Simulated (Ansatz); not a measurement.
System: MgGe2.

```
Ge Mg
1.0
    -0.01850   -3.69969    0.00000
     5.51224   -1.82224    0.00000
     2.29461   -1.83833    6.00777
Ge Mg
4 2
Direct
  0.47077 0.76485 0.29362
  0.52923 0.23515 0.70638
  0.11961 0.77534 0.98544
  0.88039 0.22466 0.01456
  0.18471 0.28132 0.34925
  0.81529 0.71868 0.65075
```

Space group P-1; a structure from a database of computed crystals, not necessarily the ambient phase; computed pressure about −3 GPa in this cell.

Method: Kohn-Sham DFT of a periodic cell, PBEsol, Ansatz PAW in Ansatz.

### What will maps of the valence pseudo-density and electron localisation function show?

Mg–Ge (2.89 Å): the density is about 0.17 e/Å³ at the midpoint, with its minimum of 0.13 e/Å³ about 1.1 Å from Mg; the ELF peaks at about 0.65 in the valence shell of Ge, 1.3 Å from its nucleus, and is about 0.60 at the midpoint.
Ge–Ge (2.69 Å): the density is about 0.32 e/Å³ at the midpoint; the ELF reaches about 0.55 near the midpoint.

### Does the calculation make it a metal, or give it a gap?

It is gapless in this calculation (a metal or semimetal).

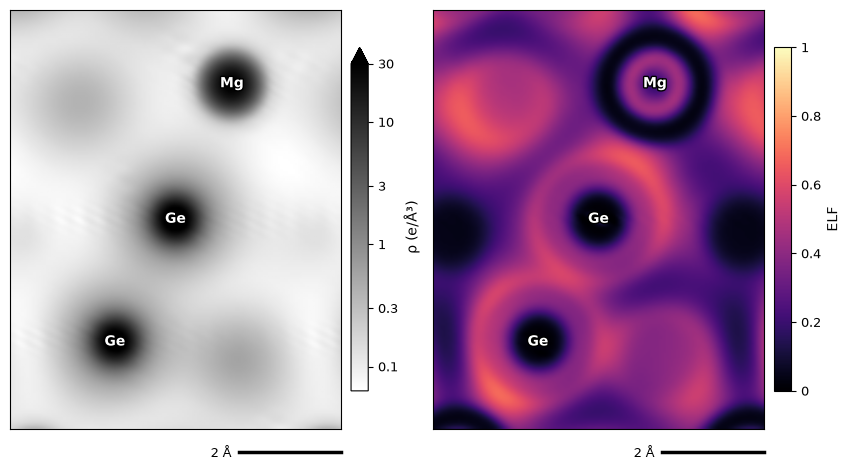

Computed valence pseudo-density and electron localisation function on the (101̄) plane of the conventional cell, in this order. Atoms just off the plane (Ge, 0.9 Å away) can leave unmarked features too.
